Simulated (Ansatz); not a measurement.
Start from this file.

```cif
data_structure
_symmetry_space_group_name_H-M 'P 63/m m c'
_symmetry_Int_Tables_number 194
_cell_length_a 3.5657
_cell_length_b 3.5657
_cell_length_c 14.6478
_cell_angle_alpha 90.000
_cell_angle_beta 90.000
_cell_angle_gamma 120.000
_cell_volume 161.28
loop_
_atom_site_label
_atom_site_type_symbol
_atom_site_symmetry_multiplicity
_atom_site_Wyckoff_symbol
_atom_site_fract_x
_atom_site_fract_y
_atom_site_fract_z
_atom_site_occupancy
Te1 Te 4 f 0.33333 0.66667 0.62782 1
Mo1 Mo 2 c 0.33333 0.66667 0.25000 1
```

Work out the structure from the coordinates.

Answer. The material is Te$_{2}$Mo. The lattice is primitive hexagonal and the space group P6_3/mmc (No. 194). In terms of structure types, this is 2H molybdenite (MoS₂) type. The cell holds 6 atoms (4 Te, 2 Mo), Z = 2. Te is surrounded by three Mo in a trigonal pyramidal arrangement at 2.73 Å. Around each Mo lie six Te in a trigonal prismatic arrangement at 2.73 Å. The bonds build Te2Mo layers parallel to (001).

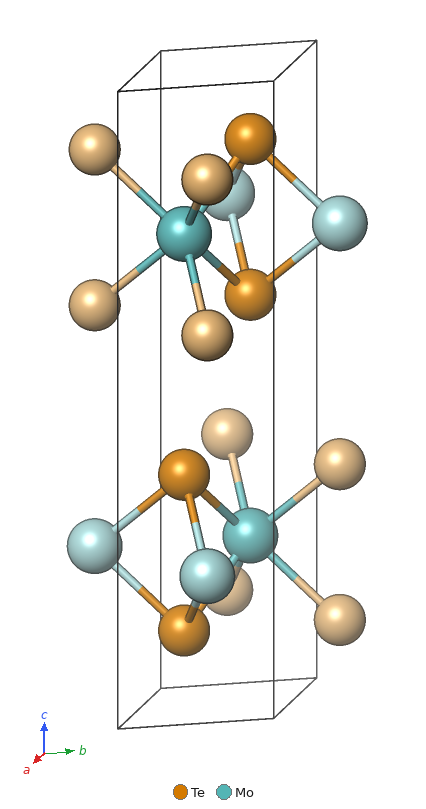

Structure drawing (ball-and-stick), viewed slightly off an axis. The outline marks the conventional unit cell. Outside the box, the atoms bonded to those within are drawn, in fainter colours. Colours: tellurium orange, molybdenum teal.

The cell started as a structure listed in the Materials Project. Earlier steps of the study may have refined or changed the cell and positions. It went into a calculation with Ansatz.

At this level of theory the cell isn't at rest (stretched, at -5 GPa), so its distances can differ from those at equilibrium, the more so the softer the solid.
